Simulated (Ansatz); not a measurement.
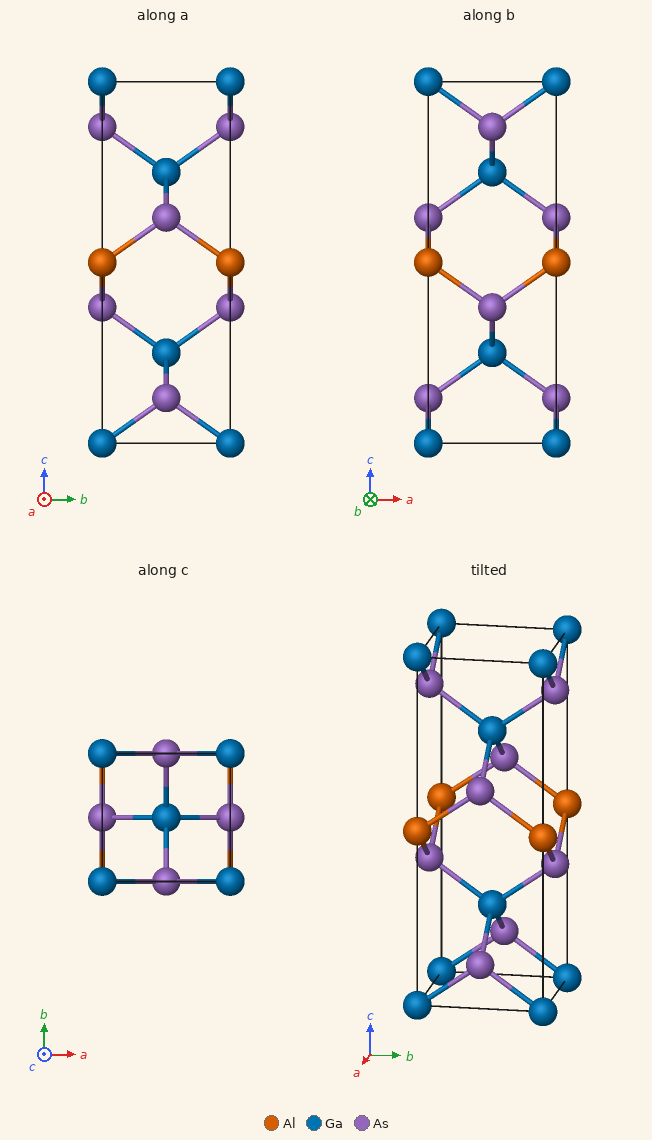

We look at a ball-and-stick model of the crystal along the a axis, along the b axis, along the c axis and slightly off an axis. One conventional unit cell is framed, with atoms on its boundary repeated.

Lattice parameters: a = 4.061 Å, b = 4.061 Å, c = 11.476 Å, α = 90.00°, β = 90.00°, γ = 90.00°. Put a along x and b in the xy plane.

**Convert the drawing into a POSCAR file, with free fractional coordinates to two decimals.**

```
Al Ga As
1.0
     4.061    0.000    0.000
     0.000    4.061    0.000
     0.000    0.000   11.476
Al Ga As
1 3 4
Direct
  0.00 0.00 0.50
  0.00 0.00 0.00
  0.50 0.50 0.25
  0.50 0.50 0.75
  0.50 0.00 0.38
  0.00 0.50 0.62
  0.50 0.00 0.87
  0.00 0.50 0.13
```

The structure comes from a structure type filled with these elements by a generator (whether the compound takes this form wasn't checked). The picture shows the end point of a geometry optimisation with Ansatz 0.2.0, DFT PBE, scalar-relativistic, plane waves, PAW.
